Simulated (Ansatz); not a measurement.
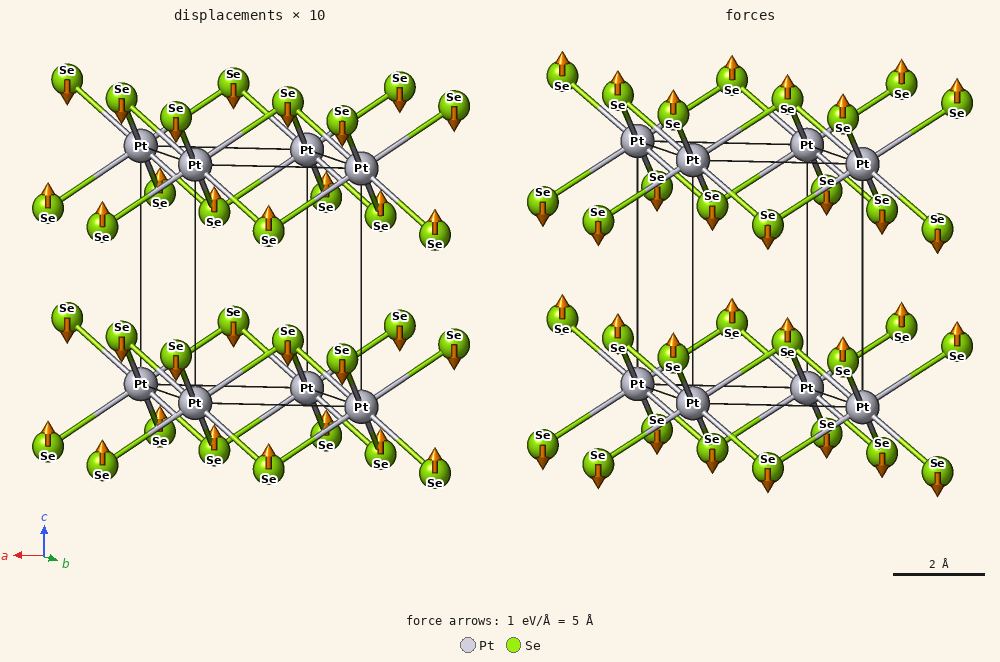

Left: solid PtSe2 (built on the 1T (CdI2) bulk type), with orange arrows for the displacements applied to it (without the part that the change of the cell carries along). Right: the displaced structure with the computed forces. Besides, all lengths are scaled by +2.0 % (volume +6.1 %). The picture is a ball-and-stick view of the cell of the calculation, seen from a free direction.

Method: DFT, PBE, plane waves, PAW in Ansatz. Settings: plane-wave cutoff 420 eV; k-point mesh 12 × 12 × 6; occupations fermi dirac; smearing width 0.02 eV; no spin polarisation.

Question: How do the forces relate to the distortion?

Answer: The Se atoms are displaced by 0.06 Å relative to the cell. No relaxation follows. It lowers the energy by 9.7 meV per atom. The pressure goes from 3.8 to 0.1 GPa. The principal stresses (compression positive) are 1.2 GPa along c and −0.4 GPa across it. The largest forces, 0.11 eV/Å, act on 2 Se atoms of the calculation's cell. The forces point straight back along the displacements (cosine −1.00). It is metallic before and after. Near-neighbour distances before and after: Pt–Se 2.514 → 2.535 Å. The space group stays P-3m1 (No. 164).
